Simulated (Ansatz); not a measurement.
**Dielectric function and optical constants of ZnS**

Wanted: where ZnS starts to absorb, how strongly, and its refractive index. The cell comes from an older database entry, whose edges can differ from later determinations, mostly by under a per cent.

Calculated with Ansatz 0.2.0; DFT, PBE, plane-wave PAW, default files, scalar-relativistic, independent-particle optical response without local fields.

The database entry behind the starting cell differs from later determinations by our own check (about 0.1 % short), so it need not match the best structure at ambient conditions.

## (1) The structure

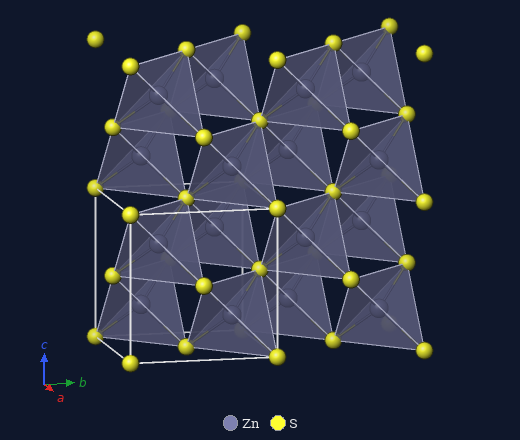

The starting structure, seen slightly off an axis (zinc blue, sulfur yellow). 1×2×2 cells are drawn. This picture shows the conventional cell, with its axes. Bonds to atoms that aren't drawn are left out. Some periodic images of atoms are drawn too.

## (2) Ground state and bands

The self-consistent density comes first; it also tells whether there is a gap, which decides the occupations and the need for a Drude term.

This step: DFT, PBE, plane-wave PAW, default files, scalar-relativistic, ground state (Ansatz 0.2.0).

input.yaml reads:

```yaml
crystal:
  lattice:
    - [0.0, 2.702, 2.702]
    - [2.702, 0.0, 2.702]
    - [2.702, 2.702, 0.0]
  atoms:
    - { symbol: Zn, position: [0.75, 0.75, 0.75] }
    - { symbol: S, position: [0.0, 0.0, 0.0] }
kpoints:
  mp_grid: { grid: [7, 7, 7] }
  band_path:
    path:
      - [[0.0, 0.0, 0.0], [0.5, 0.0, 0.5], [0.5, 0.25, 0.75], [0.375, 0.375, 0.75], [0.0, 0.0, 0.0], [0.5, 0.5, 0.5], [0.625, 0.25, 0.625], [0.5, 0.25, 0.75], [0.5, 0.5, 0.5], [0.375, 0.375, 0.75]]
      - [[0.625, 0.25, 0.625], [0.5, 0.0, 0.5]]
    npoints: 6
scf:
  occupations: { method: fermi_dirac, width: 0.05 }
  n_extra_bands: 6
hamiltonian:
  xc: pbe
  pseudopotentials: { kind: paw }
output:
  forces: true
  stress: true
  populations: true
  write_bands: true
  write_density: true
  write_potential: true
  elf: true
  volumetric_format: npy
```

Started as:

```sh
$ ansatz run input.yaml --threads 4 --pin off --max-ram 8192MiB --backend cpu --events-out ev --progress --plain --runs-dir out
```

Numbers of over 12 decimals in the logs are rounded to 6 here.

What it wrote:

```text
scf.n_extra_bands = 6 over 9 filled bands (N_el = 18.0): the run solves 15 bands
Engine: ansatz 0.2.0, aarch64-unknown-linux-gnu
Pseudopotentials: kind: paw
Pseudopotential: Zn, paw, valence charge 12, recommended cutoff 420 eV (normal), Zn.paw.azcp
Pseudopotential: S, paw, valence charge 6, recommended cutoff 420 eV (normal), S.paw.azcp
Functional definition: PBE
  parameter kappa = 0.804
  parameter beta = 0.066725
  exchange = pbe_x(kappa = kappa, mu = beta*pi^2/3)
  correlation = pbe_c(beta = beta)
Crystal: 2 atoms, lattice volume = 39.454 Å³
Basis set: ecut = 420 eV, 749 PW (Γ), exchange–correlation on 54×54×54 points (8 copies of the dense FFT grid, shifted against one another)
Bands: 15, of which v1, the nominal top of the filled ones, is band 9 counted from 1 (8 counted from 0)
Symmetry: 24 space group operations
Space group: F-43m (ITA 216), of the structure as read, at distance tolerance 3.4e-5 Å
k-points: 20 of 343 (time reversal used)
Non-local potential: Zn, projectors of the file, l = 0: 2, l = 1: 2, l = 2: 3, l = 3: 1
Non-local potential: S, projectors of the file, l = 0: 2, l = 1: 2, l = 2: 2
PAW form: soft (Blöchl's): semilocal exchange-correlation on the pseudo side does not see the compensation charge
PAW one-centre angular grid: Zn, 590 points (default); XC on 64 Gauss nodes
PAW one-centre angular grid: S, 110 points (default); XC on 64 Gauss nodes
Initial density: superposition of atomic densities (neutral atoms: chi_scale 0, normalization atom), corrected by the library's trained network
Initial wavefunctions: pseudopotential atomic-orbital guess
Functional: x = pbe(κ = 0.804, μ = 0.219515), c = pbe(β = 0.066725)
SCF iter   1: F=—  HF=-4222.729051 eV  |F-HF|=—  |Δ(HF+E_count)|=         —  Δρ=5.69e-4  dr2=1.61e-4  ethr=1.77e-3  ⟨swp⟩=5.3  Hψ=1684  notcnv=0
preconditioner: auto → none  [insulator: Δε(μ)=2.102 eV  Ē_g=13.920 eV  σ=0.050 eV  W_gap=1.00  n_scr=14 (ndim 8)  ℏωp=25.1 eV  f_vac=0.026  D(μ)=0.00/eV (n_scr^D=0)  ε∞_Penn≈4.2]
SCF iter   2: F=—  HF=-4222.729260 eV  |F-HF|=—  |Δ(HF+E_count)|=   2.09e-4  Δρ=5.88e-4  dr2=6.36e-5  ethr=8.92e-7  ⟨swp⟩=2.5  Hψ=693  notcnv=0  defer=11
SCF iter   3: F=—  HF=-4222.729264 eV  |F-HF|=—  |Δ(HF+E_count)|=   4.40e-6  Δρ=1.47e-4  dr2=6.61e-6  ethr=3.53e-7  ⟨swp⟩=2.0  Hψ=399  notcnv=0  defer=11
SCF iter   4: F=—  HF=-4222.729276 eV  |F-HF|=—  |Δ(HF+E_count)|=   1.14e-5  Δρ=5.16e-5  dr2=3.31e-7  ethr=3.67e-8  ⟨swp⟩=2.0  Hψ=429  notcnv=0  defer=11
SCF iter   5: F=—  HF=-4222.729280 eV  |F-HF|=—  |Δ(HF+E_count)|=   4.12e-6  Δρ=2.29e-5  dr2=1.28e-7  ethr=1.84e-9  ⟨swp⟩=2.0  Hψ=449  notcnv=0  defer=11
SCF iter   6: F=-4222.729281 eV  HF=-4222.729280 eV  |F-HF|=1.99e-8  |Δ(HF+E_count)|=   6.67e-7  Δρ=3.93e-6  dr2=1.96e-9  ethr=5.56e-10  ⟨swp⟩=11.2  Hψ=2109  notcnv=0
SCF 1 converged in 6 iterations: F = -4222.729281 eV  dr2 = 1.96e-9
  greatest PAW one-centre occupation: 0.983 electrons in one spin orbital (limit 2), on the Zn atom at site 0 (counted from 0), in its partial waves of l = 2
NSCF: frozen V_eff on 62 k-points
SCF converged after 6 iterations
Free energy (F): -4222.729281 eV
Harris-Foulkes:  -4222.729280 eV  (|F-HF|=1.99e-8)
Internal energy: -4222.729281 eV  (E = F + TS)
E sigma→0 (E₀):  -4222.729281 eV
Fermi energy:    6.872825 eV
--- Per-component energies (eV) ---
  E_band       = 5.110582
  E_kinetic    = 238.370868
  E_local      = -2040.924760  (includes V_loc(G=0)·N_el)
  E_nonlocal   = 642.724801
  E_hartree    = 853.414334
  E_xc         = -234.430929
  E_vxc        = -139.593083  (∫ρ·V_xc dr)
  E_paw        = -2428.503939  (= ΣΔE_a)
  E_vpaw       = -402.294563  (= ΣTr[D̂ρ^β])
  E_aug_tail   = -0.000361  (compensation charges beyond the density's cutoff)
  E_ewald      = -1253.379294
  E_smearing   = -0.000000  (= −TS)
  E_closure    = -0.000000  (closes the sum)
  Σ components = -4222.729281   (vs F -4222.729281, Δ=0.00e0)
--- Forces (eV/Å), atoms counted from 1 ---
  atom   1  Zn     0.00000000    -0.00000000    -0.00000000
  atom   2  S     -0.00000000     0.00000000    -0.00000000
  max |Σ_I F_I| component: 3.70e-17 eV/Å
--- Stress (GPa, compression-positive) ---
        1.602204       0.000000       0.000000
       -0.000000       1.602204       0.000000
        0.000000       0.000000       1.602204
  P = ⅓ Tr σ = 1.6022 GPa (16.022 kbar)
--- Band table (eV; the first three rows and the last of 20) ---
  k-point 0: bands = [... 5 lower, -0.0477, 5.7875, 5.7875, 5.7875, 7.8966, 12.1565, 12.1565, 12.1565, ... 2 higher]
  k-point 1: bands = [... 5 lower, -0.0496, 4.4329, 5.5997, 5.5997, 8.8514, 12.0834, 12.4715, 12.4715, ... 2 higher]
  k-point 2: bands = [... 5 lower, -0.0426, 2.4863, 5.2256, 5.2256, 9.2601, 12.8102, 12.8102, 13.0754, ... 2 higher]
  k-point 19: bands = [... 5 lower, 0.3156, 1.1926, 2.7459, 3.6312, 10.8807, 11.9859, 13.7353, 14.6872, ... 2 higher]
--- Löwdin populations: 2 sites ---
  site symbol       q [e]
     0     Zn     10.7216
     1      S      7.0824
  spilling = 0.010889 (of n_electrons = 18.000000)
```

Wall time 1.1 s (4 threads of Arm Neoverse V1, shared host); peak memory 0.31 GiB; 3.6 s of CPU time.

In the SCF lines HF is the Harris–Foulkes energy and dr2 the Hartree energy of the density residual, in eV; the loop may stop once dr2 is under the threshold and the program's other checks hold. Hψ counts applications of the Hamiltonian.

Read-outs, printed or worked out from the files:

```
free energy                  : -4222.7293 eV
Fermi energy                 : 6.873 eV
gap by band count            : 2.109 eV
electrons                    : 18
symmetry operations          : 24
pressure                     : 1.602 GPa
gap on the k-mesh            : 2.109 eV
volume                       : 39.45 Å³
gap on the path              : 2.109 eV
least direct gap on the path : 2.109 eV
```

There is a gap, 2.11 eV on the path, so no carriers' term is needed. The cell is left with a pressure of 1.6 GPa, as it stands unrelaxed at this level.

Electronic bands along the path, in eV, zero at the Fermi level; v1 is the highest filled band, c1 the lowest empty one:

| point | v4 | v3 | v2 | v1 | c1 | c2 | c3 | c4 |
| --- | --- | --- | --- | --- | --- | --- | --- | --- |
| Γ | -6.92 | -1.08 | -1.08 | -1.08 | 1.02 | 5.28 | 5.28 | 5.28 |
| X | -6.70 | -5.64 | -3.31 | -3.31 | 2.32 | 2.98 | 9.87 | 10.85 |
| W | -6.52 | -5.67 | -3.83 | -3.80 | 4.60 | 4.94 | 6.77 | 7.11 |
| K | -6.57 | -5.71 | -4.19 | -2.89 | 3.04 | 4.87 | 8.26 | 8.64 |
| Γ | -6.92 | -1.08 | -1.08 | -1.08 | 1.02 | 5.28 | 5.28 | 5.28 |
| L | -6.72 | -6.38 | -1.95 | -1.95 | 2.22 | 5.81 | 5.81 | 7.78 |
| U | -6.57 | -5.71 | -4.19 | -2.89 | 3.04 | 4.87 | 8.26 | 8.64 |
| W | -6.52 | -5.67 | -3.83 | -3.80 | 4.60 | 4.94 | 6.77 | 7.11 |
| L | -6.72 | -6.38 | -1.95 | -1.95 | 2.22 | 5.81 | 5.81 | 7.78 |
| K | -6.57 | -5.71 | -4.19 | -2.89 | 3.04 | 4.87 | 8.26 | 8.64 |
| jump to U | -6.57 | -5.71 | -4.19 | -2.89 | 3.04 | 4.87 | 8.26 | 8.64 |
| X | -6.70 | -5.64 | -3.31 | -3.31 | 2.32 | 2.98 | 9.87 | 10.85 |

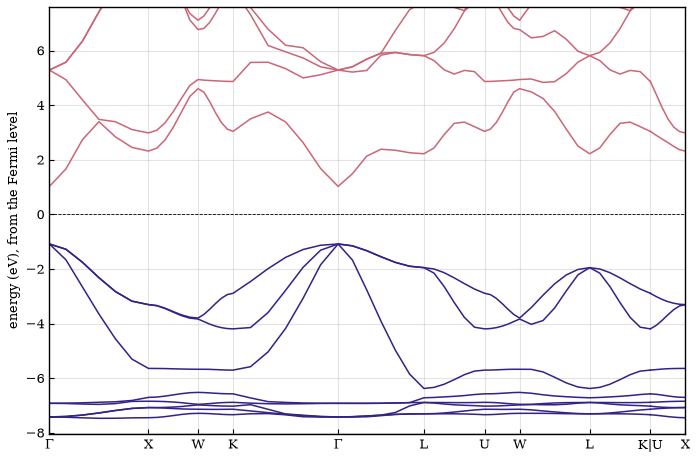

Electronic bands along the path; lines of filled and empty bands in two colours.

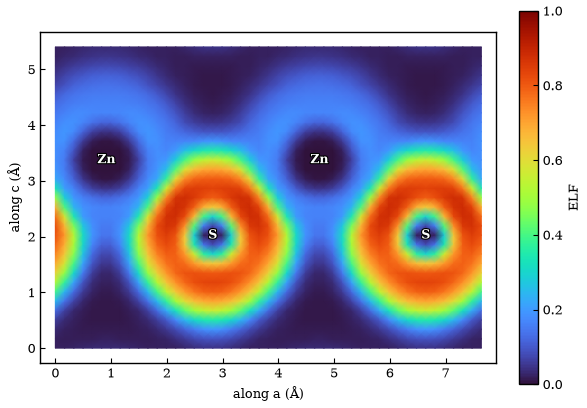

ELF in the ac plane of a cell with a along [110], b along [-110] and c along [001] of the cube at fractional y = 0.000, with atoms of Zn and S within 0.2 Å of it. It is the smooth field of the valence electrons, not physical close to the nuclei. The map starts off the cell's origin, so that atoms lie inside it.

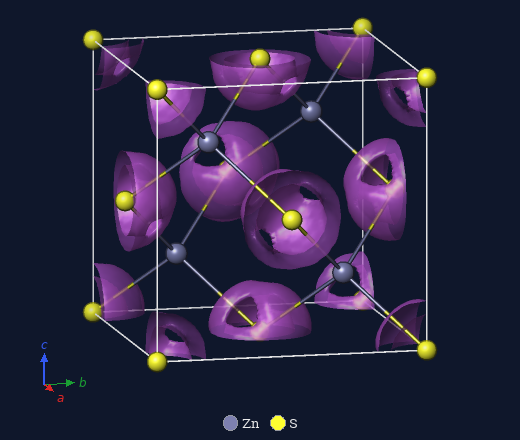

Surface of ELF = 0.81. Bonds to atoms that aren't drawn are left out.

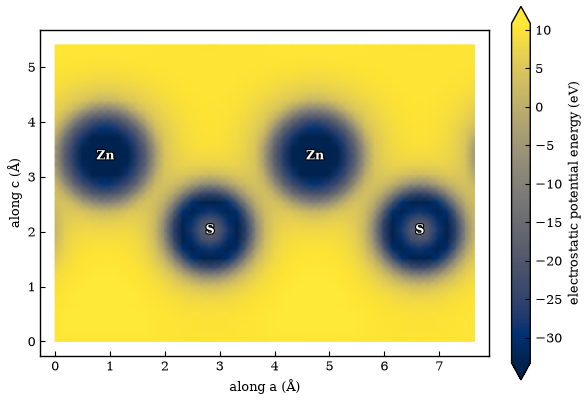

Electrostatic potential energy in the ac plane of a cell with a along [110], b along [-110] and c along [001] of the cube at fractional y = 0.000, with atoms of Zn and S within 0.2 Å of it. With pseudopotentials it is smooth inside the atoms' cores, unlike the true potential. The map starts off the cell's origin, so that atoms lie inside it.

(Part 1 of 2 ends here.)

[Logs are printed without paths, hosts, clocks, repeated set-up lines and the standing remarks that a program may print on its own settings, such as how far it seeks lower states.]

[Hosts, paths, dates, database ids (printed as entryN), source tags and the programs' standing remarks are cut or masked in the printed files.]
